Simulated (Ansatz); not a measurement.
HfB₂

```
Hf B
1.0
     3.12243    0.00000    0.00000
    -1.56121    2.70410    0.00000
     0.00000    0.00000    3.47171
Hf B
1 2
Direct
  0.00000 0.00000 0.00000
  0.66667 0.33333 0.50000
  0.33333 0.66667 0.50000
```

Space group P6/mmm.

These are results of Kohn-Sham DFT of a periodic cell, BLYP with D4, Ansatz PAW (Ansatz 0.2.0), not measurements.

Predict the valence pseudo-density and electron localisation function between the atoms.

Answer. B–B (1.80 Å): the density is about 0.77 e/Å³ at the midpoint; the ELF peaks at about 0.85 between the atoms.
Hf–B (2.50 Å): ρ is about 0.33 e/Å³ halfway; the ELF peaks at about 0.60 in the valence shell of B, 0.8 Å from its nucleus, and is about 0.15 at the midpoint.

Does the calculation give a band gap?

Answer. It is metallic or semimetallic at this level of theory: no gap opens.

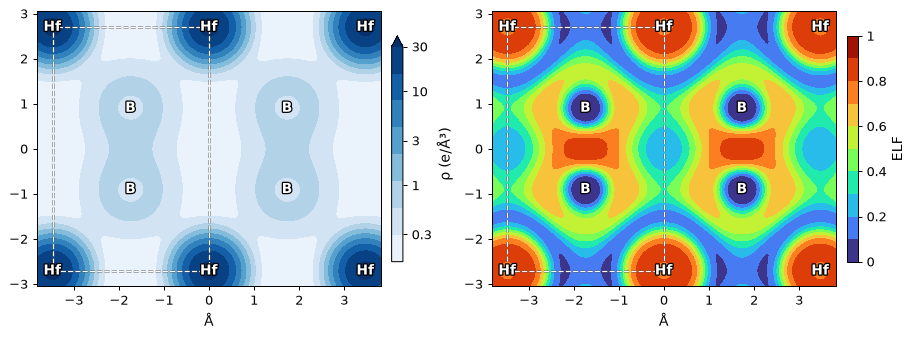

Computed valence pseudo-density and electron localisation function on the (110) plane of the conventional cell, in this order. 

Core electrons are frozen (PAW), and the valence fields are smoothed inside the atomic spheres.
